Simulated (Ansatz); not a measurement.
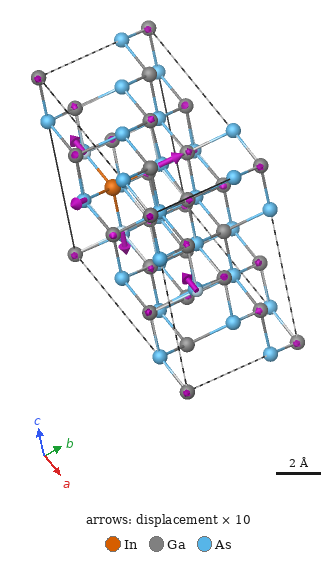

A relaxation of a defect cell of composition InGa15As16. The starting structure is drawn faded, the final one solid; purple arrows show the displacements, 10 times their true length.

The picture is a ball-and-stick view of the cell of the calculation, seen from a free direction.

Computed with DFT PBEsol, scalar-relativistic, plane waves, PAW in Ansatz 0.2.0.

Input file:
```yaml
crystal:
  lattice:
    - [5.6578590059, -5.6578590059, 5.6578590059]
    - [-5.6578590059, -5.6578590059, -5.6578590059]
    - [5.6578590059, 5.6578590059, -5.6578590059]
  atoms:
    - { symbol: In, position: [0.25, 0.25, 0.5] }
    - { symbol: Ga, position: [0.5, 0.25, 0.25] }
    - { symbol: Ga, position: [0.5, 0.0, 0.5] }
    - { symbol: Ga, position: [0.75, 0.25, 0.0] }
    - { symbol: Ga, position: [0.75, 0.0, 0.25] }
    - { symbol: Ga, position: [0.75, 0.75, 0.5] }
    - { symbol: Ga, position: [0.0, 0.25, 0.75] }
    - { symbol: Ga, position: [0.0, 1.0, 0.0] }
    - { symbol: Ga, position: [0.0, 0.75, 0.25] }
    - { symbol: Ga, position: [0.0, 0.5, 0.5] }
    - { symbol: Ga, position: [0.25, 0.0, 0.75] }
    - { symbol: Ga, position: [0.25, 0.75, 0.0] }
    - { symbol: Ga, position: [0.25, 0.5, 0.25] }
    - { symbol: Ga, position: [0.5, 0.75, 0.75] }
    - { symbol: Ga, position: [0.5, 0.5, 0.0] }
    - { symbol: Ga, position: [0.75, 0.5, 0.75] }
    - { symbol: As, position: [0.5, 0.5, 0.75] }
    - { symbol: As, position: [0.75, 0.5, 0.5] }
    - { symbol: As, position: [0.75, 0.25, 0.75] }
    - { symbol: As, position: [0.0, 0.5, 0.25] }
    - { symbol: As, position: [0.0, 0.25, 0.5] }
    - { symbol: As, position: [0.0, 0.0, 0.75] }
    - { symbol: As, position: [0.25, 0.5, 0.0] }
    - { symbol: As, position: [0.25, 0.25, 0.25] }
    - { symbol: As, position: [0.25, 0.0, 0.5] }
    - { symbol: As, position: [0.25, 0.75, 0.75] }
    - { symbol: As, position: [0.5, 0.25, 0.0] }
    - { symbol: As, position: [0.5, 0.0, 0.25] }
    - { symbol: As, position: [0.5, 0.75, 0.5] }
    - { symbol: As, position: [0.75, 0.0, 0.0] }
    - { symbol: As, position: [0.75, 0.75, 0.25] }
    - { symbol: As, position: [0.0, 0.75, 0.0] }
  host:
    lattice:
      - [0.0, 2.828929503, 2.828929503]
      - [2.828929503, 0.0, 2.828929503]
      - [2.828929503, 2.828929503, 0.0]
    atoms:
      - { symbol: Ga, position: [0.0, 0.0, 0.0] }
      - { symbol: As, position: [0.25, 0.25, 0.25] }
basis:
  ecutwfc: 420
  xc_grid: 2
kpoints:
  mp_grid: { grid: [2, 2, 2], shift: [0.5, 0.5, 0.5] }
hamiltonian:
  xc: pbesol
scf:
  occupations: { method: gaussian, width: 0.02 }
output:
  forces: true
  stress: false
  eigenvalues: true
  charged_corrections: { defect_position: [0.25, 0.25, 0.5] }
  write_density: true
  write_potential: true
  elf: true
  volumetric_format: npy
relax:
  adjacent_minimum: "off"
  f_tol: 0.03
  max_steps: 40
```

Launched with:
```bash
ansatz run input.yaml --threads 8 --pin off --max-ram 16384MiB --backend cpu --events-out ev --progress --plain --runs-dir out
```

Q: Which element moves most?

A: Arsenic: up to 0.13 Å, against 0.03 Å for gallium.

Q: Describe the change and its energy.

A: The largest moves, 0.13 Å, are those of As17, As21, As24 and As25. As17 goes along [1 1 1]. By element the largest moves are As 0.13 Å, Ga 0.03 Å. In stays in place. The cell doesn't change. Among the contacts that change: In1–As17 2.450 → 2.581 Å, Ga10–As21 2.450 → 2.434 Å, Ga10–As18 2.450 → 2.438 Å. Among the angles between lasting bonds that change: As17–Ga15–As31 109.5° → 106.8°, In1–As24–Ga2 109.5° → 107.1°, Ga2–As24–Ga8 109.5° → 111.8°. Over 2 accepted moves (3 points after the start) the energy falls by 0.408 eV per cell of the calculation. Largest force component: 0.94 eV/Å at the start, 0.019 eV/Å at the end. 1 step only repeated the SCF at the same geometry.
